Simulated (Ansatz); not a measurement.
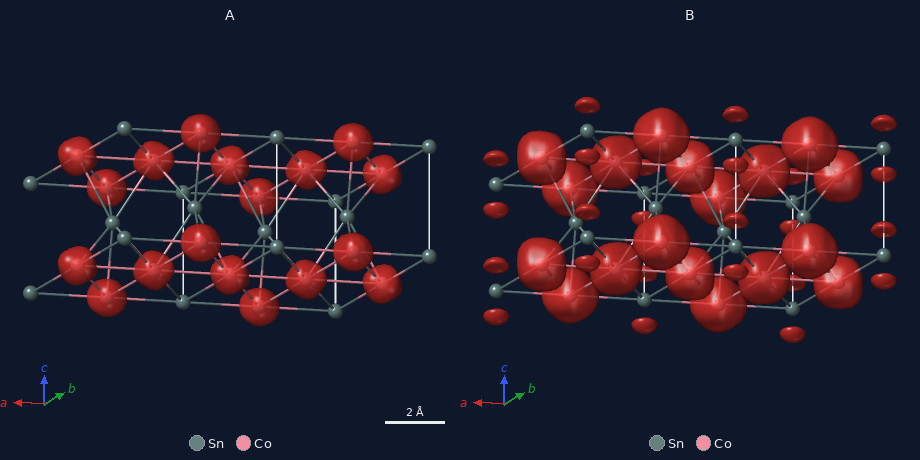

CoSn. Spin density of two self-consistent states of the same cell, at +0.08 (red) and −0.08 e/Å³ (blue).

Space group P6/mmm; a structure from a database of computed crystals, not necessarily the ambient phase; spin-polarised.

Computed with Kohn-Sham DFT of a periodic cell, PBEsol, Ansatz PAW (Ansatz).

**Describe the two states. Which lies lower in energy?**

State A: parallel main moments (a ferromagnetic arrangement) in this solution; Co: +0.5 μB (×3) in one cell of 6 atoms. State B: parallel main moments (a ferromagnetic arrangement) in this solution; Co: +2.3 μB (×3) in one cell of 6 atoms, with smaller moments on other sites: Sn (up to +0.29 μB). State A lies lower by 906 meV per atom.
